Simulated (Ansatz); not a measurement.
## Ge: geometry relaxation (part 2 of 2)

The same run, continued: Ge (Fd-3m, 2 atoms in the cell); DFT, LDA, PAW with Ansatz's default frozen-core files, scalar-relativistic, no spin polarisation (Ansatz 0.2.0); cutoff 420 eV, 14×14×14 k-mesh, Fermi–Dirac smearing of 0.1 eV. The structure was built on a prototype by a generator; it need not be a known phase. Its volume is 0.54 times that of the source entry. It belongs to a series of runs on one base structure; here: diamond relaxed under pressure, PAW files.

Geometry of the input (Å; fractional positions):
```
0.0000  2.1292  2.1292
2.1292  0.0000  2.1292
2.1292  2.1292  0.0000
Ge -0.1250  -0.1250  -0.1250
Ge 0.1250  0.1250  0.1250
```

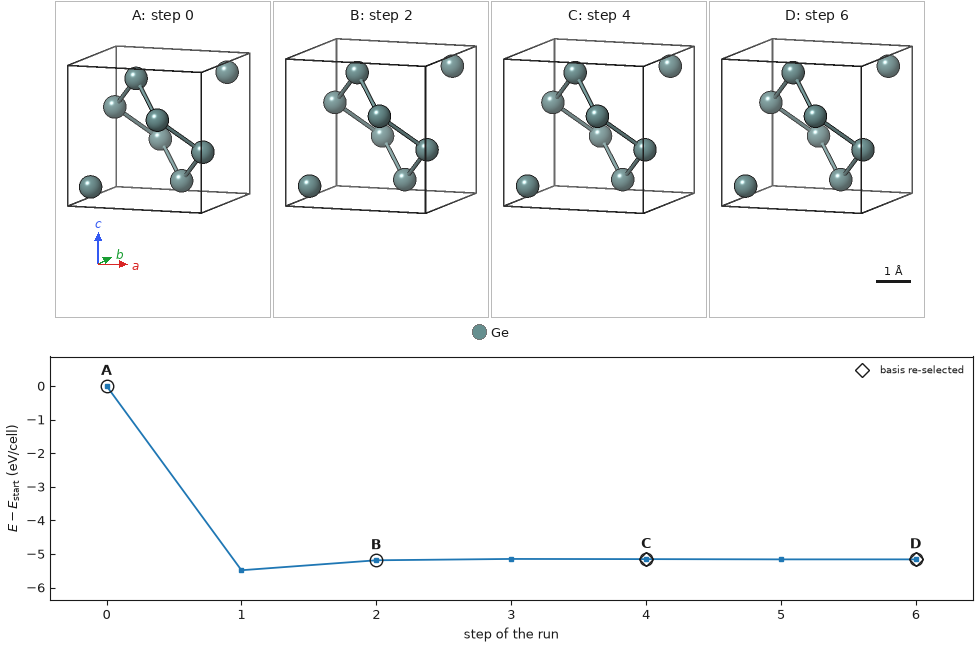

Figure 1. Frames of the relaxation (ball-and-stick view of the cell 4 times as large as that of the calculation, set on its symmetry axes, seen slightly off an axis) above the curves, on which the letters mark them (the first geometry is step 0 here and step 1 in the log).

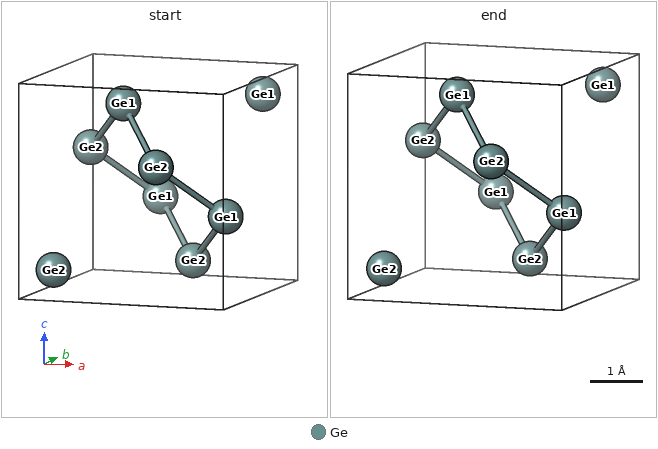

Figure 2. Before (left) and after (right) the relaxation, at one scale (ball-and-stick view of the cell 4 times as large as that of the calculation, set on its symmetry axes, seen slightly off an axis). After 4 geometry steps the energy has fallen by 5.161 eV per cell of the calculation. All forces vanish by symmetry, so only the cell relaxes. The pressure goes from 374.92 to 240.00 GPa. 1 further SCF at an unchanged geometry re-selected the plane-wave basis for the new cell. The atoms keep their places relative to the cell (all moves are under 0.005 Å). Cell: a = b = c 4.258 → 4.451 Å (+4.5 %). Volume +14.2 %. Distances before and after: Ge1–Ge2 1.844 → 1.927 Å. The space group stays Fd-3m (No. 227). The energy change given includes the shifts at the re-selections in mid-walk, which come without any move. A last SCF at the same geometry on a re-selected plane-wave basis shifts the energy by next to nothing (0.0 meV per cell of the calculation). (Atoms are counted from 1 in the order of the input.)

```
basis re-selected at this cell: Δ(F+E_penalty+E_count) = -8.733e-6 eV, ΔP = -0.001 GPa vs the last step (what re-selecting the basis moved, of the pressure what is left beyond the Pulay correction that the steps carried, after the strain that the cell walked since its last selection, with what the two solves' SCF thresholds leave and, on support functions, any second-order correction that the steps lacked; it is no measure of the basis error at this ecutwfc). This SCF's stress stands 2.04e-4 GPa from its target on what of the cell is left free (relax.cell.stress_tol is 1.20e-1 GPa) and its largest allowed force component is 2.31e-17 eV/Å (relax.f_tol is 5.00e-3 eV/Å): within both
SCF converged after 5 iterations
Free energy (F): -8422.416540 eV
Harris-Foulkes:  -8422.416540 eV  (|F-HF|=3.64e-12)
Internal energy: -8422.407865 eV  (E = F + TS)
E sigma→0 (E₀):  -8422.412202 eV
Entropy (-TS):   -0.008675 eV (-4.338 meV/atom)
Fermi energy:    21.548896 eV
--- Per-component energies (eV) ---
  E_band       = -3.803918
  E_kinetic    = 256.566912
  E_local      = -3815.891877  (includes V_loc(G=0)·N_el)
  E_nonlocal   = 856.860323
  E_hartree    = 1741.963330
  E_xc         = -166.437904
  E_vxc        = -150.395904  (∫ρ·V_xc dr)
  E_paw        = -3883.637722  (= ΣΔE_a)
  E_vpaw       = -634.870699  (= ΣTr[D̂ρ^β])
  E_aug_tail   = 0.000488  (compensation charges beyond the density's cutoff)
  E_ewald      = -3415.648066
  E_core_change = 3.816652  (= ΣΔE_core)
  E_smearing   = -0.008675  (= −TS)
  E_closure    = -0.000000  (closes the sum)
  Σ components = -8422.416540   (vs F -8422.416540, Δ=0.00e0)
--- Forces (eV/Å), atoms counted from 1 ---
  atom   1  Ge    -0.00000000     0.00000000    -0.00000000
  atom   2  Ge     0.00000000    -0.00000000     0.00000000
  max |Σ_I F_I| component: 1.85e-17 eV/Å
--- Stress (GPa, compression-positive) ---
      240.000204      -0.000000       0.000000
       -0.000000     240.000204      -0.000000
        0.000000      -0.000000     240.000204
  P = ⅓ Tr σ = 240.0002 GPa (2400.002 kbar)
--- Band table (eV; the first three rows and the last of 104) ---
  k-point 0: bands = ["-6.0275", "-6.0275", "-6.0275", "-5.9106", "-5.9106", "-4.7988", "-4.7988", "-4.7988", "-4.5245", "-4.5245", "1.4130", "22.5241", "22.5241", "22.5241", "24.6821", "24.6821", "24.6821", "29.5576"]
  k-point 1: bands = ["-6.0539", "-6.0539", "-6.0240", "-5.8757", "-5.8757", "-4.8079", "-4.8079", "-4.8065", "-4.5186", "-4.5186", "1.5313", "20.9800", "22.1099", "22.1099", "25.1686", "25.1686", "25.3937", "29.9173"]
  k-point 2: bands = ["-6.0932", "-6.0932", "-6.0141", "-5.8139", "-5.8139", "-4.8288", "-4.8288", "-4.8284", "-4.5051", "-4.5051", "1.8865", "18.5259", "21.3773", "21.3773", "25.7189", "26.0175", "26.0175", "30.5002"]
  k-point 103: bands = ["-6.2672", "-6.2672", "-5.6207", "-5.6207", "-5.2852", "-5.2852", "-5.0788", "-5.0788", "-4.3282", "-4.3282", "9.5630", "9.5630", "13.3760", "13.3760", "26.4161", "26.4161", "30.0284", "30.0284"]
--- Relaxed structure (5 steps of the walk, 5 accepted, 2 SCFs on fresh bases) ---
  F+E_penalty+E_count = -8422.41653959 eV   max|allowed force component| = 2.313e-17 eV/Å   (the final SCF, on the basis selected at the relaxed cell)
  cell:  # Å, volume = 22.0463 Å³
    - [0.0, 2.2255402487282114, 2.225540248728211]
    - [2.2255402487282114, -3.120915370148548e-33, 2.225540248728211]
    - [2.2255402487282114, 2.2255402487282114, 1.1591971374837463e-33]
  atoms:
    - { symbol: Ge, position: [-0.12499999999999999, -0.12499999999999999, -0.125] }
    - { symbol: Ge, position: [0.12499999999999999, 0.12499999999999999, 0.125] }
```

File v_z.tsv
```
# z_ang	v_es[eV]	v_tot[eV]
# format = ansatz-planar-average/11
# xc	lda
# density_cutoff_ev	1680
# datasets	Ge=:simpson_from_first_knot:soft:shift=-2816765
# lattice	0.000000000	2.225540249	2.225540249
# lattice	2.225540249	-0.000000000	2.225540249
# lattice	2.225540249	2.225540249	0.000000000
# sites	2
# site	32	-0.556385062	-0.556385062	-0.556385062
# site	32	0.556385062	0.556385062	0.556385062
0.000000	1.020163e0	-1.407811e1
0.131141	1.273450e0	-1.373702e1
0.262282	2.042196e0	-1.272587e1
0.393424	3.331300e0	-1.108409e1
0.524565	5.068017e0	-8.911497e0
0.655706	7.045442e0	-6.413333e0
0.786847	9.004079e0	-3.855687e0
0.917989	1.083954e1	-1.386808e0
1.049130	1.260990e1	9.815955e-1
1.180271	1.432443e1	3.192361e0
1.311412	1.587391e1	5.100539e0
1.442553	1.702392e1	6.466698e0
1.573695	1.746408e1	6.979845e0
1.704836	1.702392e1	6.466698e0
1.835977	1.587391e1	5.100539e0
1.967118	1.432443e1	3.192361e0
2.098259	1.260990e1	9.815955e-1
2.229401	1.083954e1	-1.386808e0
2.360542	9.004079e0	-3.855687e0
2.491683	7.045442e0	-6.413333e0
2.622824	5.068017e0	-8.911497e0
2.753966	3.331300e0	-1.108409e1
2.885107	2.042196e0	-1.272587e1
3.016248	1.273450e0	-1.373702e1
```

Trajectory as extended XYZ (Å, eV, eV/Å), 7 frames, from step=1 to step=7
```
2
Lattice="0.0000 2.1292 2.1292 2.1292 0.0000 2.1292 2.1292 2.1292 0.0000" Properties=species:S:1:pos:R:3:forces:R:3 step=1 energy=-8417.25568 pressure_GPa=374.92
Ge   -0.5323   -0.5323   -0.5323    0.0000   0.0000   0.0000
Ge    0.5323    0.5323    0.5323    0.0000   0.0000   0.0000
2
Lattice="0.0000 2.2330 2.2330 2.2330 0.0000 2.2330 2.2330 2.2330 0.0000" Properties=species:S:1:pos:R:3:forces:R:3 step=2 energy=-8422.73989 pressure_GPa=231.44
Ge   -0.5583   -0.5583   -0.5583    0.0000   0.0000   0.0000
Ge    0.5583    0.5583    0.5583    0.0000   0.0000   0.0000
2
Lattice="0.0000 2.2263 2.2263 2.2263 0.0000 2.2263 2.2263 2.2263 0.0000" Properties=species:S:1:pos:R:3:forces:R:3 step=3 energy=-8422.44363 pressure_GPa=238.99
Ge   -0.5566   -0.5566   -0.5566    0.0000   0.0000   0.0000
Ge    0.5566    0.5566    0.5566    0.0000   0.0000   0.0000
2
Lattice="0.0000 2.2254 2.2254 2.2254 0.0000 2.2254 2.2254 2.2254 0.0000" Properties=species:S:1:pos:R:3:forces:R:3 step=4 energy=-8422.40369 pressure_GPa=240.01
Ge   -0.5563   -0.5563   -0.5563    0.0000   0.0000   0.0000
Ge    0.5563    0.5563    0.5563    0.0000   0.0000   0.0000
2
Lattice="0.0000 2.2254 2.2254 2.2254 0.0000 2.2254 2.2254 2.2254 0.0000" Properties=species:S:1:pos:R:3:forces:R:3 step=5 energy=-8422.40903 pressure_GPa=240.19
Ge   -0.5563   -0.5563   -0.5563    0.0000   0.0000   0.0000
Ge    0.5563    0.5563    0.5563    0.0000   0.0000   0.0000
2
Lattice="0.0000 2.2255 2.2255 2.2255 0.0000 2.2255 2.2255 2.2255 0.0000" Properties=species:S:1:pos:R:3:forces:R:3 step=6 energy=-8422.41653 pressure_GPa=240.00
Ge   -0.5564   -0.5564   -0.5564    0.0000   0.0000   0.0000
Ge    0.5564    0.5564    0.5564    0.0000   0.0000   0.0000
2
Lattice="0.0000 2.2255 2.2255 2.2255 0.0000 2.2255 2.2255 2.2255 0.0000" Properties=species:S:1:pos:R:3:forces:R:3 step=7 energy=-8422.41654 pressure_GPa=240.00
Ge   -0.5564   -0.5564   -0.5564    0.0000   0.0000   0.0000
Ge    0.5564    0.5564    0.5564    0.0000   0.0000   0.0000
```

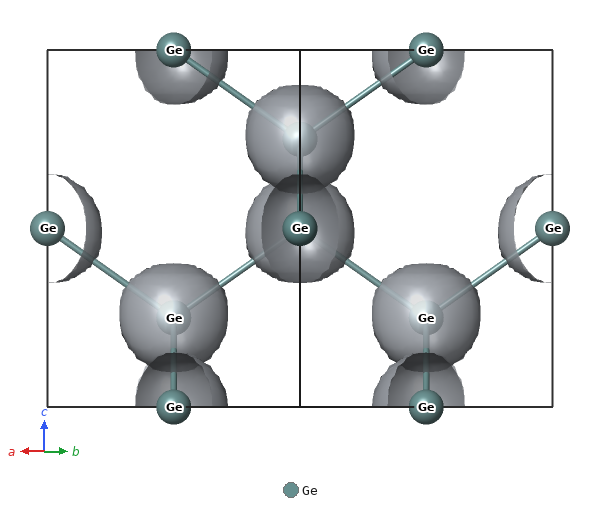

Figure 3. Isosurface of the valence pseudo-density at 1.5 e/Å³ (grey), seen along [110]. Sticks mark near contacts. The outline is the cell set on symmetry axes. At this value the density breaks into separate islands; it holds about 65 % of the electrons treated as valence (semicore included). It is pinched off along the Ge–Ge (1.93 Å) contacts. On the grid the lowest density along these lines, outside the cores, is 1.1 e/Å³ (Ge–Ge, 1.93 Å). In a PAW calculation such maps are meaningful between the atoms, not at the nuclei.

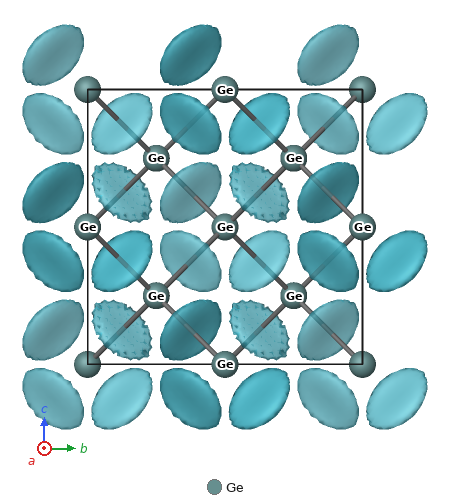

Figure 4. Isosurface of the electron localisation function at 0.6 (cyan), seen along the a axis. Core shells and regions of very low density are left out. Sticks mark near contacts. The outline is the cell set on symmetry axes. Profiles from the grid: Ge–Ge (1.93 Å): the ELF peaks at about 0.65 between the atoms.

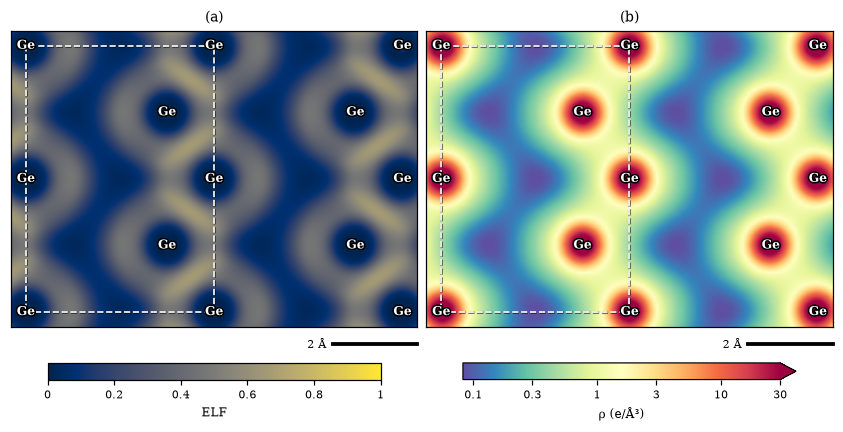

Figure 5. (a) electron localisation function; (b) valence charge density (pseudo) on the (110) plane of the conventional cell. The section cuts through Ge sites. Ge–Ge (1.93 Å): ρ is about 1.1 e/Å³ halfway; the ELF peaks at about 0.65 between the atoms. Away from the nuclei the density in this plane falls to 0.08 e/Å³ at its lowest. The strong features right at Ge lie inside the PAW spheres (semicore, d or f shells) and say nothing about bonding.

Key numbers

```json
{"quantity": "outcome", "value": "converged"}
{"quantity": "space group (tolerance 0.01 Å)", "value": "Fd-3m (227)"}
{"quantity": "electrons treated", "value": "28"}
{"quantity": "free energy", "value": "−8422.4165 eV"}
{"quantity": "Fermi energy", "value": "21.549 eV"}
{"quantity": "pressure", "value": "240.00 GPa"}
{"quantity": "final volume", "value": "22.05 Å³"}
{"quantity": "largest force (length of the vector) at the end", "value": "under 0.001 eV/Å"}
{"quantity": "final cell", "value": "a = 3.147 Å, b = 3.147 Å, c = 3.147 Å, α = 60.00°, β = 60.00°, γ = 60.00°"}
{"quantity": "wall time", "value": "18 s"}
{"quantity": "peak memory", "value": "0.31 GiB"}
```

Notes

The cell was relaxed to the target pressure of the input; what is minimised is then the enthalpy E + pV.
